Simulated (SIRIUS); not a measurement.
**A series of single points on As**

System: As (Pm-3m, 1 atom in the cell).
Method: Kohn-Sham DFT of a periodic cell, PBEsol, dojo-sr-pbesol-0.4.1-standard, no spin polarisation (SIRIUS 7.10.0).

The 7 runs differ only in the geometry, by an even scaling of the cell at fixed fractional positions. The structure derives from a Materials Project entry.

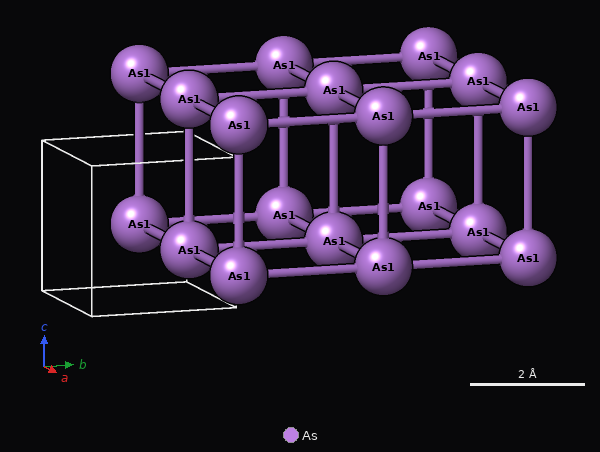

Figure 1. The structure of run 4 (ball-and-stick view of the cell of the calculation, repeated 3 × 3 × 2, seen slightly off an axis; atoms are numbered from 1 in the order of the input). An atom can appear more than once, as a periodic image.

**Input of run 4**
```
{
  "control": {
    "processing_unit": "cpu",
    "verbosity": 2,
    "num_bands_to_print": 14,
    "print_forces": true,
    "print_stress": true
  },
  "parameters": {
    "electronic_structure_method": "pseudopotential",
    "xc_functionals": ["XC_GGA_X_PBE_SOL", "XC_GGA_C_PBE_SOL"],
    "gk_cutoff": 9.2,
    "pw_cutoff": 18.4,
    "ngridk": [10, 10, 10],
    "shiftk": [0, 0, 0],
    "smearing": "fermi_dirac",
    "smearing_width": 0.0018374661,
    "num_bands": 14,
    "num_mag_dims": 0,
    "num_dft_iter": 100,
    "energy_tol": 1e-08,
    "density_tol": 1e-06
  },
  "iterative_solver": {
    "type": "davidson",
    "min_tolerance": 1e-09,
    "tolerance_scale": [0.1, 0.25]
  },
  "mixer": {
    "type": "anderson",
    "beta": 0.7,
    "max_history": 8
  },
  "settings": {
    "tol_ne": 1e-10,
    "pseudo_grid_cutoff": 6.5
  },
  "unit_cell": {
    "lattice_vectors": [
      [5.109218025066, 0.0, 0.0],
      [0.0, 5.109218025066, 0.0],
      [0.0, 0.0, 5.109218025066]
    ],
    "atom_coordinate_units": "lattice",
    "atom_types": ["As"],
    "atom_files": {
      "As": "As.json"
    },
    "atoms": {
      "As": [
        [0.5, 0.5, 0.5]
      ]
    }
  }
}
```

Command:
```bash
upf_to_json As.upf
OMP_NUM_THREADS=1 sirius.scf --input=sirius.json --output=out.json --task=0
```

Run 2 differs from it as follows:
```diff
-      [5.109218025066, 0.0, 0.0],
-      [0.0, 5.109218025066, 0.0],
-      [0.0, 0.0, 5.109218025066]
+      [5.040166073571, 0.0, 0.0],
+      [0.0, 5.040166073571, 0.0],
+      [0.0, 0.0, 5.040166073571]
```

**Results, with one run withheld**

```tsv
run	volume per atom (Å³)	free energy per atom, from the lowest run given (meV)	pressure (GPa)
1	18.578	11.27	4.47
2	18.973	?	?
3	19.368	0.00	0.25
4	19.764	1.59	−1.52
5	20.159	7.34	−3.12
6	20.554	16.83	−4.56
7	20.949	29.71	−5.86
```

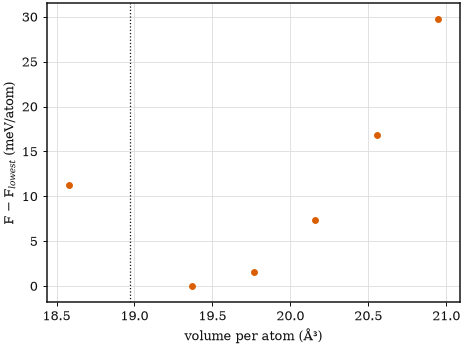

Figure 2. Free energy per atom of the runs given; the dotted line marks run 2.

Fit the runs given and predict run 2.

A cubic polynomial in V^(−2/3) (the Birch–Murnaghan form), fitted to the 6 runs given, misses them by at most 0.01 meV per atom. With x = V^(−2/3) − 0.13631 Å⁻², it reads F = 2.7449 − 2683.1 x + 6.4432e+05 x² + 4.9189e+05 x³ (meV per atom). At run 2 it gives 3.06 meV per atom, and the run itself gives 3.04. The slope of the fit gives a pressure −dF/dV of 2.25 GPa there, and the run prints 2.24 GPa. The fit has its minimum at 19.425 Å³ per atom, where V d²F/dV² gives 90.9 GPa: the bulk modulus at this level, since symmetry fixes the shape and the positions.

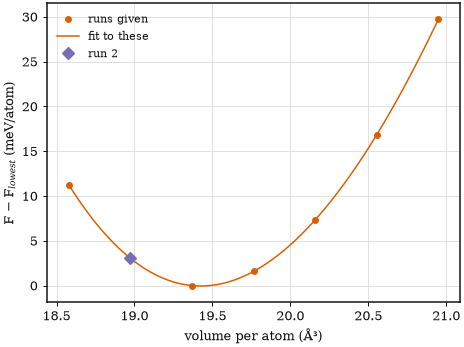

Figure 3. The fit and the withheld run.

**Some lines of the output (run 2)**
```
[...]
[find] Efermi                         :       0.46159117
[find] Total energy                   :    -105.93040036 (Ha),    -211.86080071 (Ry)
[find] Free energy (E-TS)             :    -105.93049621 (Ha),    -211.86099242 (Ry)
[find] Efermi                         :       0.46161110
[find] Total energy                   :    -105.93040046 (Ha),    -211.86080093 (Ry)
[find] Free energy (E-TS)             :    -105.93049632 (Ha),    -211.86099264 (Ry)
[find] Efermi                         :       0.46160834
[find] Total energy                   :    -105.93040047 (Ha),    -211.86080095 (Ry)
[find] Free energy (E-TS)             :    -105.93049633 (Ha),    -211.86099266 (Ry)
[find] Efermi                         :       0.46161184
[find] Total energy                   :    -105.93040048 (Ha),    -211.86080095 (Ry)
[find] Efermi                         :       0.46161064
[find] Free energy (E-TS)             :    -105.93049633 (Ha),    -211.86099267 (Ry)
[find] Efermi                         :       0.46161057
```
